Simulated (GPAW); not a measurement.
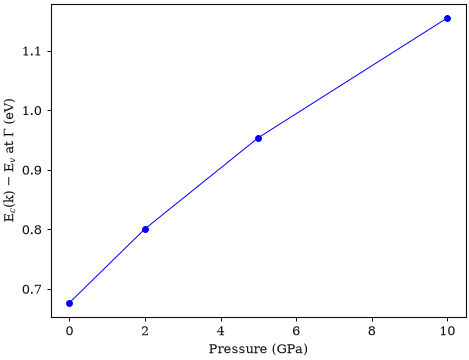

Lowest conduction level at Γ, counted from the valence-band top at Γ.

System: zincblende CdTe, space group F-43m, 2 atoms in the primitive cell. Cell and atoms are relaxed at each pressure; at 0 GPa, cubic a = 6.468 Å. Computed with GPAW 26.7.0: PBEsol, PAW data sets generated in the run's folder for this functional, no spin polarisation, no spin-orbit coupling, 7×7×7 k mesh, 600 eV cutoff, Fermi-Dirac smearing of 0.05 eV.

### How does this level move from 0 GPa to 10 GPa?

Γ rises by 0.48 eV.

### What is the pressure coefficient?

A straight line through the points has a slope of +47 at Γ (meV per GPa).

The values:
| pressure | Γ (eV) | volume (Å³/atom) |
| --- | --- | --- |
| 0 GPa | 0.68 | 33.83 |
| 2 GPa | 0.80 | 32.43 |
| 5 GPa | 0.95 | 30.80 |
| 10 GPa | 1.16 | 28.81 |

Later steps reuse the first step's grids. Spin-orbit coupling is left out, which matters for Te. LDA, GGA and most meta-GGA functionals understate gaps.
